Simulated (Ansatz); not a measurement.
# Al2Ru: what the fields show

```xyz
24
Lattice="4.6647 0.0000 0.0000 0.0000 7.9160 0.0000 0.0000 0.0000 8.7019" Properties=species:S:1:pos:R:3 pbc="T T T"
Al    1.1662    0.6243    2.1755
Al    3.4985    4.5822    2.1755
Al    3.4985    0.6243    6.5264
Al    1.1662    4.5822    6.5264
Al    1.1662    3.3337    2.1755
Al    3.4985    7.2917    2.1755
Al    3.4985    3.3337    6.5264
Al    1.1662    7.2917    6.5264
Al    0.0000    1.3547    0.0000
Al    2.3324    5.3127    0.0000
Al    2.3324    1.3547    4.3510
Al    0.0000    5.3127    4.3510
Al    2.3324    2.6032    0.0000
Al    0.0000    6.5612    0.0000
Al    0.0000    2.6032    4.3510
Al    2.3324    6.5612    4.3510
Ru    3.4985    1.9790    2.1755
Ru    1.1662    5.9370    2.1755
Ru    1.1662    1.9790    6.5264
Ru    3.4985    5.9370    6.5264
Ru    2.3324    0.0000    0.0000
Ru    0.0000    3.9580    0.0000
Ru    0.0000    0.0000    4.3510
Ru    2.3324    3.9580    4.3510
```

Space group Fddd; a structure from a database of computed crystals, not necessarily the ambient phase; computed without spin polarisation.

Level of theory: DFT LDA, scalar-relativistic, plane waves, PAW (Ansatz 0.2.0).

Core electrons are frozen (PAW), and the valence fields are smoothed inside the atomic spheres.

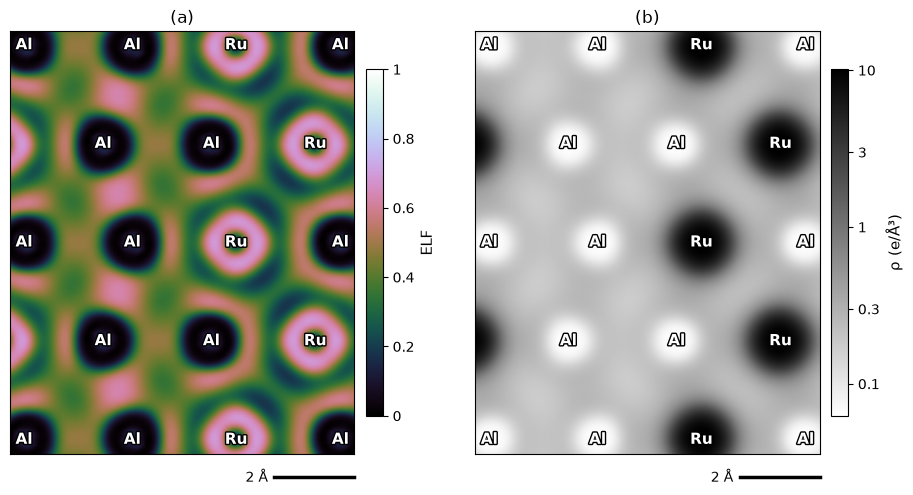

Figure 1. (a) ELF; (b) valence pseudo-density on the (101) plane of the conventional cell.

### What does the map show?

The plane passes through Al and Ru nuclei.
Al–Ru (2.55 Å): ρ is about 0.4 e/Å³ halfway; the ELF is about 0.40 at the midpoint.
Al–Al (2.57 Å): ρ is about 0.26 e/Å³ halfway; the ELF peaks at about 0.65 between the atoms.
Al–Ru (2.60 Å): the density is about 0.36 e/Å³ at the midpoint; the ELF is about 0.40 at the midpoint.
Al–Al (2.71 Å): ρ is about 0.21 e/Å³ halfway; the ELF is about 0.50 at the midpoint.
Between the atoms the lowest density in this plane is 0.17 e/Å³.
The features right at Ru lie inside the PAW spheres, where the map follows smoothed inner orbitals and isn't to be read closely.

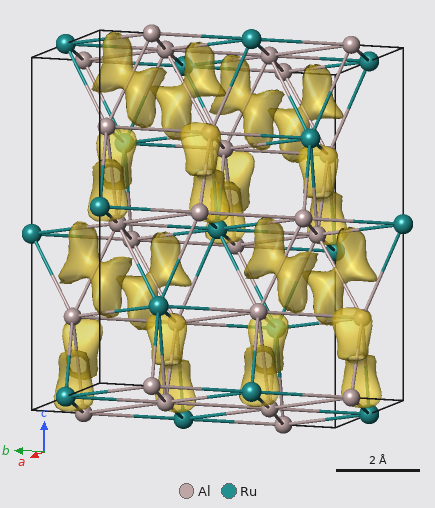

Figure 2. Isosurface of the electron localisation function at 0.6 (yellow), seen at an oblique angle. Only the valence region is drawn (cores and ρ < 0.01 e/Å³ removed). Sticks mark near contacts.

### Describe the localisation domains.

At this value the surface marks out 16 regions between bonded Al–Al atoms (shared pairs), counted in one cell of 24 atoms. Any copies at cell faces, edges or corners count once.
